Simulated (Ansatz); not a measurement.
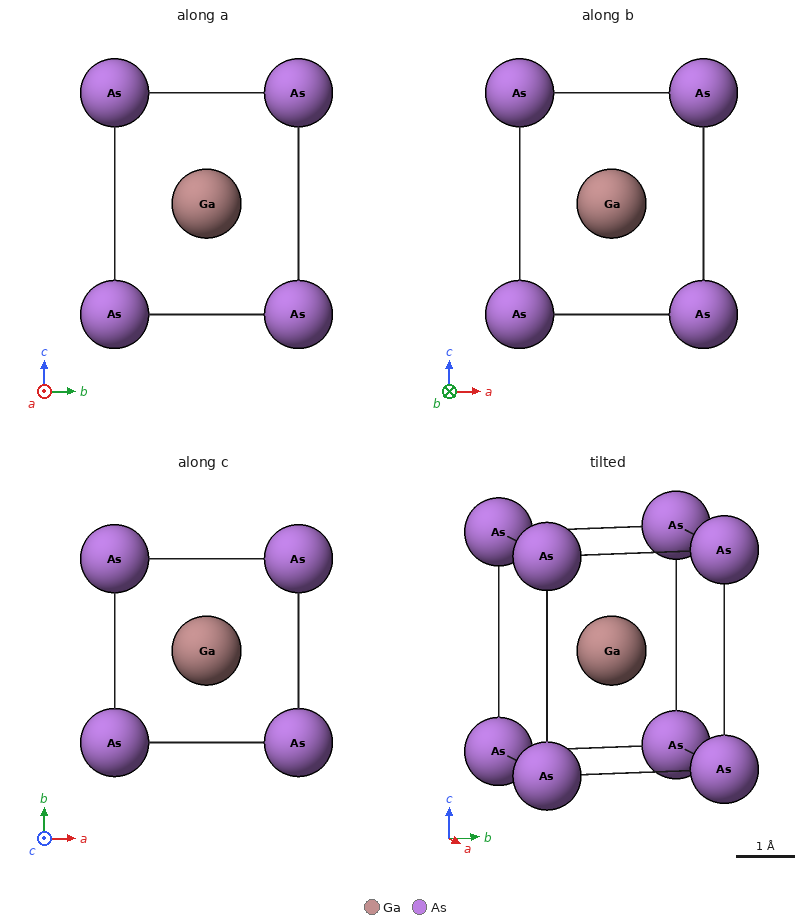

A spheres-only picture of a crystal structure, seen along the a axis, along the b axis, along the c axis and slightly off an axis. The edges of the conventional unit cell are marked.

Lattice parameters: a = 3.180 Å, b = 3.180 Å, c = 3.834 Å, α = 90.00°, β = 90.00°, γ = 90.00°. Put a along x and b in the xy plane.

### Set out the cell and atoms as a POSCAR file.

```
Ga As
1.0
     3.180    0.000    0.000
     0.000    3.180    0.000
     0.000    0.000    3.834
Ga As
1 1
Direct
  0.5000 0.5000 0.5000
  0.0000 0.0000 0.0000
```

The cell started as a structure type filled with these elements by a generator (whether the compound takes this form wasn't checked). Earlier steps of the study may have refined or changed the cell and positions. A calculation with Ansatz used it as input.
